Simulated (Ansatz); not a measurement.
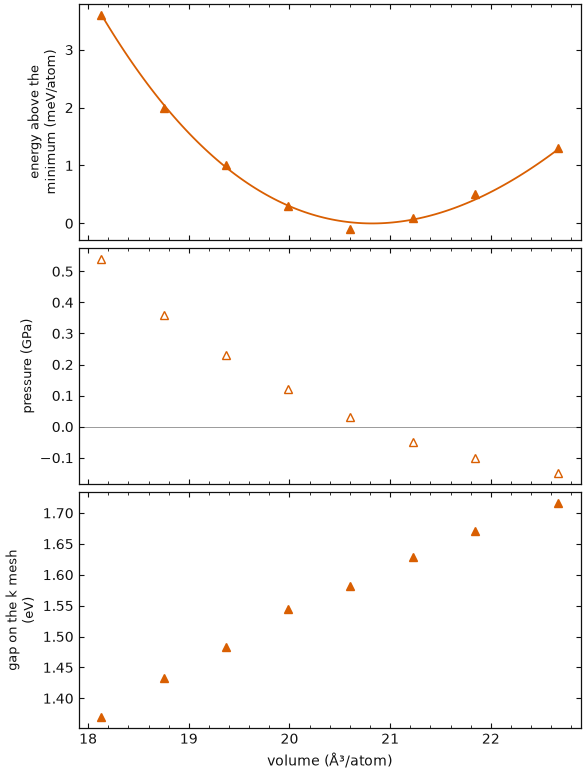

The figure shows the energy above the minimum, pressure and gap on the k mesh against volume for O, space group C2/m (No. 12).

Structure:
```
CELL_PARAMETERS angstrom
3.06007 -1.78873 0.01228
3.06007 1.78873 0.01228
-2.55402 0.00000 3.75416
ATOMIC_POSITIONS crystal
O 0.02049 0.02049 0.14759
O 0.97951 0.97951 0.85241
```

Method: third-order Birch-Murnaghan fit to density functional energies at scaled volumes of the given relaxed cell, shape and atoms relaxed at each volume; energies count from the fitted minimum; plane waves with PAW datasets, Γ-centred k mesh (Ansatz 0.2.0). Level: PBE with D3(BJ), collinear spin. The state reached is ferromagnetic.

wave cutoff 420 eV; k mesh 10×10×8; occupations Gaussian; smearing width 0.02 eV.

Q: What equilibrium volume and bulk modulus follow from the curve?

A: A third-order Birch–Murnaghan fit gives V0 = 20.82 Å³/atom, B0 = 2.8 GPa.

Q: Read off the course of the pressure.

A: It falls from 0.54 GPa at volume 18.132 Å³/atom to −0.15 GPa at 22.666 Å³/atom, and changes sign near 20.84 Å³/atom.

Keep in mind: lies under the reference phase in this functional.
